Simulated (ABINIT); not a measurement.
Phonon calculation of MnS (part 3 of 4)

Continued. System: MnS (4 atoms in the cell). Method: Kohn-Sham DFT of a periodic cell, LDA, JTH PAW LDA v2.0 (ABINIT 10.8.3); cutoff 707.5 eV, 6×6×4 k-mesh, fermi-dirac of 0.05 eV, collinear spins. The structure derives from a Materials Project entry. The run did not end well. The run did not end well; see the last part.

Geometry of the input (Å; fractional positions):
```
3.4005  0.0000  0.0000
-1.7003  2.9449  0.0000
0.0000  0.0000  5.8264
Mn 0.6667  0.3333  0.4965
Mn 0.3333  0.6667  0.9965
S  0.3333  0.6667  0.6285
S  0.6667  0.3333  0.1285
```

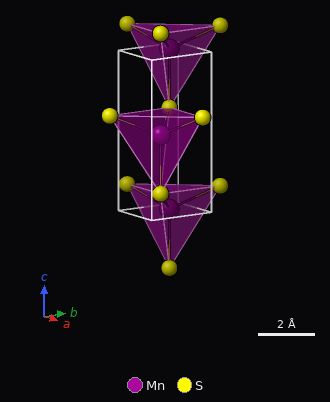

Figure 1. The input geometry (polyhedral view of the cell of the calculation, seen slightly off an axis; polyhedra are completed across the faces of the cell). An atom can appear more than once, as a periodic image.

**Output, continued**
```
 cartesian forces (hartree/bohr) at end:
    1     -0.00000000000000     0.00000000000000    -0.00025752954818
    2     -0.00000000000000    -0.00000000000000    -0.00025752954818
    3      0.00000000000000    -0.00000000000000     0.00025752954818
    4      0.00000000000000    -0.00000000000000     0.00025752954818
 frms,max,avg= 1.4868475E-04 2.5752955E-04   0.000E+00  0.000E+00 -4.165E-05 h/b

 cartesian forces (eV/Angstrom) at end:
    1     -0.00000000000000     0.00000000000000    -0.01324270181251
    2     -0.00000000000000    -0.00000000000000    -0.01324270181251
    3      0.00000000000000    -0.00000000000000     0.01324270181251
    4      0.00000000000000    -0.00000000000000     0.01324270181251
 frms,max,avg= 7.6456775E-03 1.3242702E-02   0.000E+00  0.000E+00 -2.141E-03 e/A
 length scales=  1.889726125908  1.889726125908  1.889726125908 bohr
              =  1.000000000000  1.000000000000  1.000000000000 angstroms
 Fermi (or HOMO) energy (hartree) =   0.29759   Average Vxc (hartree)=  -0.42510
 Magnetization (Bohr magneton)=  5.15532870E-01
 Total spin up =  2.12577664E+01   Total spin down =  2.07422336E+01
 Eigenvalues (hartree) for nkpt=  14  k points, SPIN UP:
 kpt#   1, nband= 32, wtk=  0.01389, kpt=  0.0000  0.0000  0.1250 (reduced coord)
  -2.57872   -2.57866   -1.45075   -1.44980   -1.44457   -1.44457   -1.44445   -1.44445
  -0.26581   -0.22232    0.04698    0.11330    0.12851    0.12851    0.13812    0.13812
   0.25444    0.25444    0.27607    0.27607    0.28136    0.38103    0.38103    0.41183
   0.44142    0.44142    0.45996    0.52092    0.56633    0.60855    0.60855    0.64388
      occupation numbers for kpt#   1
   1.00000    1.00000    1.00000    1.00000    1.00000    1.00000    1.00000    1.00000
   1.00000    1.00000    1.00000    1.00000    1.00000    1.00000    1.00000    1.00000
   1.00000    1.00000    0.99999    0.99999    0.99985    0.00000    0.00000    0.00000
   0.00000    0.00000    0.00000    0.00000    0.00000    0.00000    0.00000    0.00000
 prteigrs : prtvol=0 or 1, do not print more k-points.

 Eigenvalues (hartree) for nkpt=  14  k points, SPIN DOWN:
 kpt#   1, nband= 32, wtk=  0.01389, kpt=  0.0000  0.0000  0.1250 (reduced coord)
  -2.56907   -2.56901   -1.44115   -1.44018   -1.43535   -1.43535   -1.43522   -1.43522
  -0.26552   -0.22212    0.04788    0.11570    0.13093    0.13093    0.14060    0.14060
   0.26340    0.26340    0.28537    0.28537    0.28728    0.38535    0.38535    0.41556
   0.44560    0.44560    0.46124    0.52255    0.56786    0.61051    0.61051    0.64583
      occupation numbers for kpt#   1
   1.00000    1.00000    1.00000    1.00000    1.00000    1.00000    1.00000    1.00000
   1.00000    1.00000    1.00000    1.00000    1.00000    1.00000    1.00000    1.00000
   1.00000    1.00000    0.99871    0.99871    0.99636    0.00000    0.00000    0.00000
   0.00000    0.00000    0.00000    0.00000    0.00000    0.00000    0.00000    0.00000
 prteigrs : prtvol=0 or 1, do not print more k-points.

--- !EnergyTerms
iteration_state     : {dtset: 1, }
comment             : Components of total free energy in Hartree
kinetic             :  3.52365621066044E+01
hartree             :  6.16525696188119E+01
xc                  : -1.50066120064304E+01
Ewald energy        : -1.45120802278058E+02
psp_core            :  6.84946613906704E+00
local_psp           : -1.61708576151956E+02
PAW spherical_terms : -1.25516479762809E+01
internal            : -2.30649040548242E+02
'-kT*entropy'       : -1.35693995383574E-03
total_energy        : -2.30650397488196E+02
total_energy_eV     : -6.27631705384035E+03
...

--- !EnergyTermsDC
iteration_state     : {dtset: 1, }
comment             : '"Double-counting" decomposition of free energy'
band_energy         : -2.44439069095308E+01
Ewald energy        : -1.45120802278058E+02
psp_core            :  6.84946613906704E+00
xc_dc               : -5.90648231204244E+01
PAW spherical_terms : -8.86897434066985E+00
internal            : -2.30649040509616E+02
'-kT*entropy'       : -1.35693995383574E-03
total_energy_dc     : -2.30650397449570E+02
total_energy_dc_eV  : -6.27631705278927E+03
...

--- !EnergyTermsWithPAWCore
iteration_state     : {dtset: 1, }
comment             : 'Components of total free energy, including PAW core contributions'
Total energy        : -3.10911002593857E+03
Total energy DC     : -3.10911002589995E+03
Total energy (eV)   : -8.46031937970665E+04
Total energy DC (eV): -8.46031937960155E+04
...

 Cartesian components of stress tensor (hartree/bohr^3)
  sigma(1 1)= -9.89865229E-06  sigma(3 2)=  0.00000000E+00
  sigma(2 2)= -9.89866174E-06  sigma(3 1)=  0.00000000E+00
  sigma(3 3)=  3.18297622E-06  sigma(2 1)= -2.95179488E-11

-Cartesian components of stress tensor (GPa)         [Pressure=  1.6294E-01 GPa]
- sigma(1 1)= -2.91228405E-01  sigma(3 2)=  0.00000000E+00
- sigma(2 2)= -2.91228683E-01  sigma(3 1)=  0.00000000E+00
- sigma(3 3)=  9.36463936E-02  sigma(2 1)= -8.68448037E-07

================================================================================
== DATASET  2 ==================================================================

--- !DatasetInfo
iteration_state: {dtset: 2, }
dimensions: {natom: 4, nkpt: 72, mband: 32, nsppol: 2, nspinor: 1, nspden: 2, mpw: 2510, }
cutoff_energies: {ecut:  26.0, pawecutdg:  48.0, }
electrons: {nelect:   4.20000000E+01, charge:   0.00000000E+00, occopt:   3.00000000E+00, tsmear:   1.83746611E-03, }
meta: {optdriver: 1, rfphon: 1, }
...

 mkfilename : getwfk/=0, take file _WFK from output of DATASET   1.

 Exchange-correlation functional for the present dataset will be:
  LDA: Perdew-Wang 92 LSD fit to Ceperley-Alder data - ixc=7
  J.P.Perdew and Y.Wang, PRB 45, 13244 (1992)

 Real(R)+Recip(G) space primitive vectors, cartesian coordinates (Bohr,Bohr^-1):
 R(1)=  6.4260442  0.0000000  0.0000000  G(1)=  0.1556167  0.0898454  0.0000000
 R(2)= -3.2130221  5.5651176  0.0000000  G(2)=  0.0000000  0.1796907  0.0000000
 R(3)=  0.0000000  0.0000000 11.0103174  G(3)=  0.0000000  0.0000000  0.0908239
 Unit cell volume ucvol=  3.9374758E+02 bohr^3
 Angles (23,13,12)=  9.00000000E+01  9.00000000E+01  1.20000000E+02 degrees
 setup1 : take into account q-point for computing boxcut.

 Coarse grid specifications (used for wave-functions):

 getcut: wavevector=  0.0000  0.0000  0.0000  ngfft=  30  30  54
         ecut(hartree)=     26.000   => boxcut(ratio)=   2.03539

 Fine grid specifications (used for densities):

 getcut: wavevector=  0.0000  0.0000  0.0000  ngfft=  45  45  72
         ecut(hartree)=     48.000   => boxcut(ratio)=   2.09675
--------------------------------------------------------------------------------

 ==>  initialize data related to q vector <==

 The list of irreducible perturbations for this q vector is:
    1)    idir= 1    ipert=   1
    2)    idir= 3    ipert=   1
    3)    idir= 1    ipert=   3
    4)    idir= 3    ipert=   3

================================================================================

 The perturbation idir=   2  ipert=   1 is
 symmetric of a previously calculated perturbation.
 So, its SCF calculation is not needed.

 The perturbation idir=   1  ipert=   2 is
 symmetric of a previously calculated perturbation.
 So, its SCF calculation is not needed.

 The perturbation idir=   2  ipert=   2 is
 symmetric of a previously calculated perturbation.
 So, its SCF calculation is not needed.

 The perturbation idir=   3  ipert=   2 is
 symmetric of a previously calculated perturbation.
 So, its SCF calculation is not needed.

 The perturbation idir=   2  ipert=   3 is
 symmetric of a previously calculated perturbation.
 So, its SCF calculation is not needed.

 The perturbation idir=   1  ipert=   4 is
 symmetric of a previously calculated perturbation.
 So, its SCF calculation is not needed.

 The perturbation idir=   2  ipert=   4 is
 symmetric of a previously calculated perturbation.
 So, its SCF calculation is not needed.

 The perturbation idir=   3  ipert=   4 is
 symmetric of a previously calculated perturbation.
 So, its SCF calculation is not needed.

--------------------------------------------------------------------------------
 Perturbation wavevector (in red.coord.)   0.000000  0.000000  0.000000
 Perturbation : displacement of atom   1   along direction   1
 The set of symmetries contains only one element for this perturbation.
 symkpt : not enough symmetry to change the number of k points.

--------------------------------------------------------------------------------

--------------------------------------------------------------------------------

 dfpt_looppert : total number of electrons, from k and k+q
  fully or partially occupied states are    4.200000E+01 and    4.200000E+01.
 Initialisation of the first-order wave-functions :
  ireadwf=   0

--- !BeginCycle
iteration_state: {dtset: 2, }
solver: {iscf: 7, nstep: 80, nline: 4, wfoptalg: 10, }
tolerances: {tolvrs: 1.00E-09, }
...

     iter   2DEtotal(Ha)        deltaE(Ha) residm    vres2    difmagsph maxmagsph
-ETOT  1   1751.1444119033      3.632E+02 1.311E+01 1.699E+07 1.244E-03 1.244E-03
 ETOT  2   170.37750005071     -1.581E+03 3.239E+00 7.206E+05 6.522E-02 6.645E-02
 ETOT  3   115.89062747388     -5.449E+01 1.078E+00 3.000E+05 1.071E+00 1.005E+00
 ETOT  4   1022.0774698322      9.062E+02 1.127E+00 1.475E+07 8.440E+00 7.435E+00
 ETOT  5   189.32375758643     -8.328E+02 1.102E+00 1.450E+06 1.147E+01 4.042E+00
 ETOT  6   197.88129224408      8.558E+00 9.030E-02 1.628E+06 6.491E+00 2.449E+00
 ETOT  7   95.930032238384     -1.020E+02 1.137E-02 3.279E+04 3.506E+00 1.057E+00
 ETOT  8   94.999481727139     -9.306E-01 1.793E-02 1.631E+04 2.908E-01 7.684E-01
 ETOT  9   94.016679393919     -9.828E-01 9.936E-04 3.856E+02 2.459E-01 1.013E+00
 ETOT 10   94.048736909894      3.206E-02 3.126E-03 8.952E+02 1.229E-01 8.904E-01
[... 60 further cycles ...]
 ETOT 71   93.998629728897      6.540E-04 8.070E-06 2.641E+01 1.514E-02 1.424E+00
 ETOT 72   93.998540051761     -8.968E-05 1.125E-06 2.590E+01 6.257E-03 1.418E+00
 ETOT 73   93.998994833401      4.548E-04 6.795E-06 2.300E+01 8.019E-02 1.498E+00
 ETOT 74   93.999582200718      5.874E-04 2.030E-06 3.436E+01 5.546E-03 1.492E+00
 ETOT 75   93.999141204657     -4.410E-04 3.942E-07 3.174E+01 3.610E-02 1.456E+00
 ETOT 76   93.999136822430     -4.382E-06 7.378E-07 2.667E+01 3.487E-02 1.491E+00
 ETOT 77   94.000349691129      1.213E-03 2.188E-05 2.486E+01 1.604E-01 1.651E+00
 ETOT 78   94.001030435668      6.807E-04 3.140E-06 5.489E+01 1.186E-01 1.533E+00
 ETOT 79   93.999543297402     -1.487E-03 5.829E-07 2.778E+01 6.296E-03 1.539E+00
 ETOT 80   93.999103883514     -4.394E-04 1.316E-05 3.775E+01 1.308E-01 1.408E+00

 scprqt:  WARNING -
  nstep=   80 was not enough SCF cycles to converge;
  potential residual=  3.775E+01 exceeds tolvrs=  1.000E-09

 Integrated electronic and magnetization densities in atomic spheres:
 ------------------------------------------------------------------------------------------------------------
 Radius=ratsph(iatom), smearing ratsm=  0.0000. Diff(up-dn)=approximate z local magnetic moment.
    Atom    Radius    up_density   dn_density  Total(up+dn)  Diff(up-dn)
    1 Mn   2.11192     0.715051    -0.693219      0.021831     1.408270
    2 Mn   2.11192    -0.715083     0.691204     -0.023879    -1.406287
    3  S   1.90380    -0.021884     0.018933     -0.002952    -0.040817
    4  S   1.90380     0.019900    -0.021175     -0.001274     0.041075
 ------------------------------------------------------------------------------------------------------------
  Sum:                -0.002017    -0.004258     -0.006274     0.002241
 Total magnetization (from the atomic spheres):                0.002241
 Total magnetization (exact up - dn):                          0.003062

================================================================================

 ----iterations are completed or convergence reached----

 Mean square residual over all n,k,spin=   71.206E-09; max=  13.155E-06

 2DEtotal=    0.9399910388E+02 Ha. Also 2DEtotal=    0.255784592255E+04 eV
    (2DErelax=   -1.2939311383E+03 Ha. 2DEnonrelax=    1.3879302422E+03 Ha)
    (  non-var. 2DEtotal :    1.1451683233E+02 Ha)

--------------------------------------------------------------------------------
 Perturbation wavevector (in red.coord.)   0.000000  0.000000  0.000000
 Perturbation : displacement of atom   1   along direction   3
 Found     6 symmetries that leave the perturbation invariant.
 symkpt : the number of k-points, thanks to the symmetries,
 is reduced to    20 .

--------------------------------------------------------------------------------

--------------------------------------------------------------------------------

 dfpt_looppert : total number of electrons, from k and k+q
  fully or partially occupied states are    4.200000E+01 and    4.200000E+01.
 Initialisation of the first-order wave-functions :
  ireadwf=   0

--- !BeginCycle
iteration_state: {dtset: 2, }
solver: {iscf: 7, nstep: 80, nline: 4, wfoptalg: 10, }
tolerances: {tolvrs: 1.00E-09, }
...

     iter   2DEtotal(Ha)        deltaE(Ha) residm    vres2    difmagsph maxmagsph
-ETOT  1   24065.264665275      1.973E+04 5.271E+02 7.033E+08 3.705E+00 3.705E+00
 ETOT  2   660.78924075247     -2.340E+04 2.057E+02 1.298E+07 2.245E+00 5.708E+00
 ETOT  3   589.29478158980     -7.149E+01 2.444E+02 1.008E+07 9.274E+00 7.399E+00
 ETOT  4   19903.777982029      1.931E+04 3.744E+01 3.119E+08 3.841E+01 3.485E+01
 ETOT  5   5525.6811682805     -1.438E+04 1.417E+01 8.192E+07 5.971E+01 2.922E+01
 ETOT  6   538.93372087265     -4.987E+03 1.283E+01 8.113E+06 3.462E+01 8.918E+00
 ETOT  7   633.41229574745      9.448E+01 6.154E+00 9.677E+06 1.710E+01 1.162E+01
 ETOT  8   140.54734366777     -4.929E+02 5.395E+00 1.911E+06 1.037E+01 2.063E+00
 ETOT  9   52.873202955151     -8.767E+01 2.183E+00 6.046E+05 7.069E+00 8.317E+00
 ETOT 10   17.194506509379     -3.568E+01 1.832E+00 3.249E+04 2.262E+00 6.055E+00
[... 60 further cycles ...]
 ETOT 71   33.266222401910      2.193E+00 1.302E-02 7.470E+04 1.033E+00 4.577E+01
 ETOT 72   32.282990278925     -9.832E-01 1.984E-03 5.214E+04 7.563E-01 4.652E+01
 ETOT 73   32.863743617520      5.808E-01 2.324E-03 6.681E+04 6.052E-01 4.592E+01
 ETOT 74   32.855147825246     -8.596E-03 7.308E-04 5.765E+04 1.194E+00 4.711E+01
 ETOT 75   33.455794704001      6.006E-01 3.866E-04 6.836E+04 6.578E-03 4.712E+01
 ETOT 76   33.247295500180     -2.085E-01 3.368E-02 1.161E+05 7.124E+00 4.000E+01
 ETOT 77   38.120478613149      4.873E+00 3.680E-01 3.618E+01 2.503E+01 6.503E+01
 ETOT 78   48.318869667583      1.020E+01 1.436E-01 2.006E+05 2.167E+00 6.287E+01
 ETOT 79   43.646017596176     -4.673E+00 7.188E-02 8.631E+04 4.101E+00 6.697E+01
 ETOT 80   46.011249455371      2.365E+00 1.224E-02 1.893E+05 6.883E+00 6.008E+01

 scprqt:  WARNING -
  nstep=   80 was not enough SCF cycles to converge;
  potential residual=  1.893E+05 exceeds tolvrs=  1.000E-09

 Integrated electronic and magnetization densities in atomic spheres:
 ------------------------------------------------------------------------------------------------------------
 Radius=ratsph(iatom), smearing ratsm=  0.0000. Diff(up-dn)=approximate z local magnetic moment.
    Atom    Radius    up_density   dn_density  Total(up+dn)  Diff(up-dn)
    1 Mn   2.11192    29.583687   -27.324179      2.259507    56.907866
    2 Mn   2.11192   -31.081185    29.002082     -2.079103   -60.083267
    3  S   1.90380     0.143111     1.923402      2.066512    -1.780291
    4  S   1.90380     0.144828    -1.843997     -1.699168     1.988825
 ------------------------------------------------------------------------------------------------------------
  Sum:                -1.209559     1.757307      0.547749    -2.966866
 Total magnetization (from the atomic spheres):               -2.966866
 Total magnetization (exact up - dn):                         -2.902921

================================================================================

 ----iterations are completed or convergence reached----

 Mean square residual over all n,k,spin=   16.857E-05; max=  12.238E-03

 2DEtotal=    0.4601124946E+02 Ha. Also 2DEtotal=    0.125202988059E+04 eV
    (2DErelax=   -4.2916032138E+03 Ha. 2DEnonrelax=    4.3376144632E+03 Ha)
    (  non-var. 2DEtotal :    2.2942500604E+01 Ha)

--------------------------------------------------------------------------------
 Perturbation wavevector (in red.coord.)   0.000000  0.000000  0.000000
 Perturbation : displacement of atom   3   along direction   1
 The set of symmetries contains only one element for this perturbation.
 symkpt : not enough symmetry to change the number of k points.

--------------------------------------------------------------------------------

--------------------------------------------------------------------------------

 dfpt_looppert : total number of electrons, from k and k+q
  fully or partially occupied states are    4.200000E+01 and    4.200000E+01.
 Initialisation of the first-order wave-functions :
  ireadwf=   0

--- !BeginCycle
iteration_state: {dtset: 2, }
solver: {iscf: 7, nstep: 80, nline: 4, wfoptalg: 10, }
tolerances: {tolvrs: 1.00E-09, }
...
```
